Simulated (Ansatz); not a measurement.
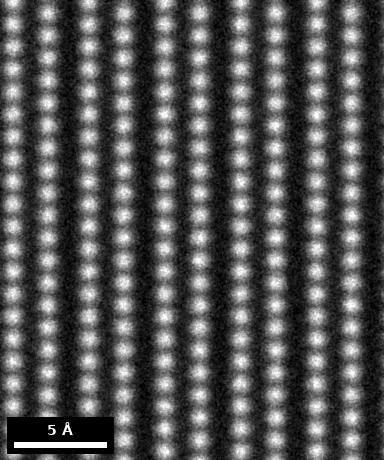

HAADF-like image of a crystal. Simulated incoherent Z contrast: every atom adds Z^1.8 spread by a probe of 0.75 Å full width; channelling and multiple scattering are left out. The probe carries 25 % of its weight in a tail 2.5 times as wide. The display is stretched by a gamma of 0.8; percentages refer to the linear signal. Shot noise was added.

What two-dimensional lattice does the image show, and how large is its cell?

The pattern repeats on a rectangular net of 1.2 × 4.1 Å.

Which plane group does this projection have?

p2mg: mirror lines in one direction, glide lines across them, twofold points on the glide lines.

How many columns does the smallest repeating cell hold, and how many levels of brightness?

2 columns in the primitive cell of 5.0 Å², all of one brightness.

The crystal is Rh (Cmcm, No. 63) seen along [102]. Model: the geometry given to an electronic-structure calculation, possibly off equilibrium; the starting structure was generated, so it need not be a known form of this composition.
